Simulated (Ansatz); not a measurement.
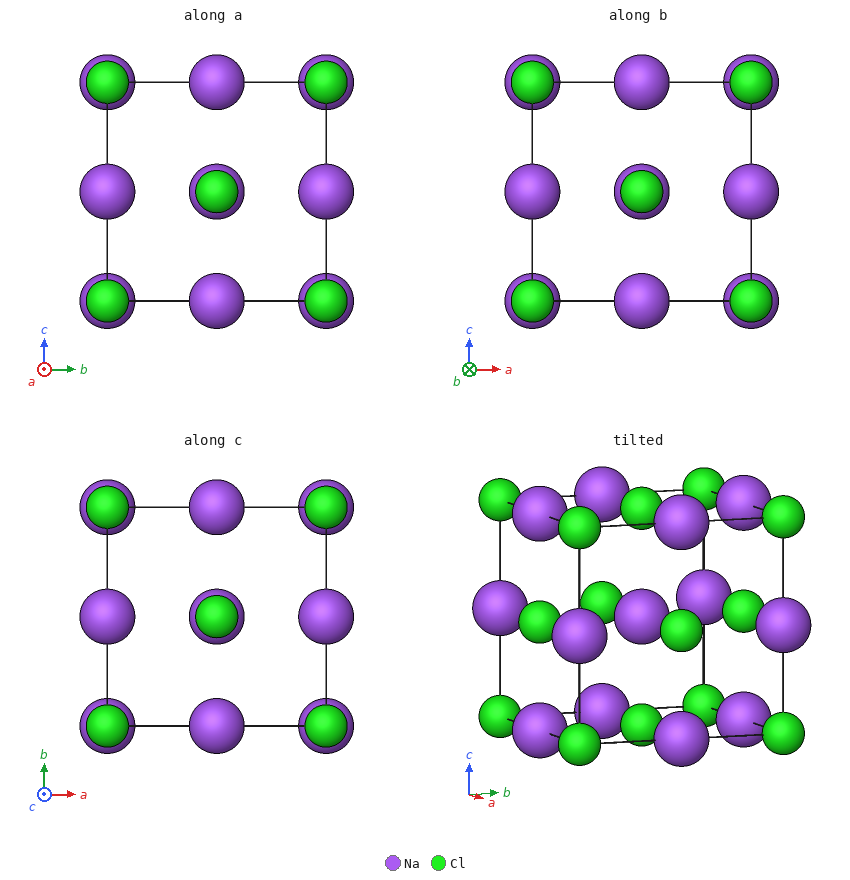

The figure gives a spheres-only picture of the atoms, viewed along the a axis, along the b axis, along the c axis and slightly off an axis. The conventional unit cell is drawn as a box.

Lattice parameters: a = 5.639 Å, b = 5.639 Å, c = 5.639 Å, α = 90.00°, β = 90.00°, γ = 90.00°.

Question: From the views, write a table of Wyckoff sites.

Answer: Space group Fm-3m (No. 225).
```
atom  site       x       y       z
  Na    4b  0.5000  0.0000  0.0000
  Cl    4a  0.0000  0.0000  0.0000
```

Origin of the cell: a structure type filled with these elements by a generator (whether the compound takes this form wasn't checked). The cell was then strained or its atoms displaced on purpose. It went into a calculation with Ansatz.
